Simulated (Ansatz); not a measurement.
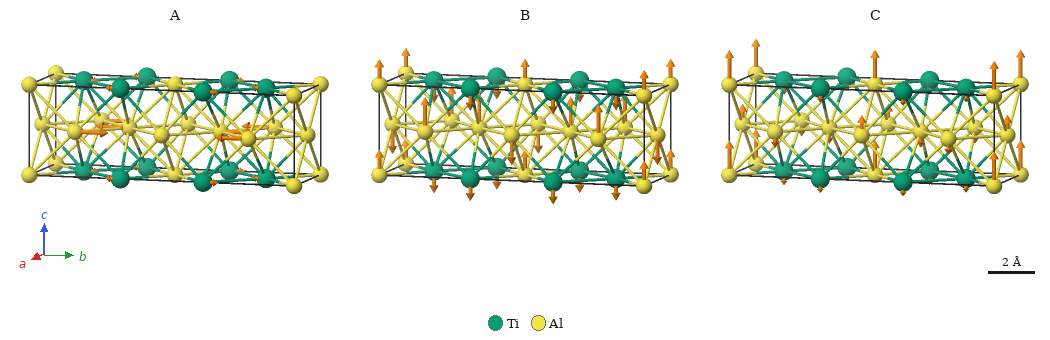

Modes of crystalline TiAl$_{2}$, space group Cmmm (No. 65), at the zone centre. The orange arrows give the relative displacements of the atoms. A ball-and-stick model of the conventional cell (2 times the calculation's cell), seen slightly off an axis. Lengths and directions refer to the drawn axes.

Computed with DFT PBEsol, scalar-relativistic, plane waves, PAW (Ansatz 0.2.0).

The frequencies depend somewhat on the k-mesh and the smearing.

Give the symmetry species and the selection rules of each.

A is A_g, Raman-active by symmetry (309 cm⁻¹). B is B₁u, infrared-active by symmetry (307 cm⁻¹). C is B₁u, infrared-active by symmetry (236 cm⁻¹). The crystal has a centre of inversion, so no mode is both. In a metal the free carriers screen the infrared response.
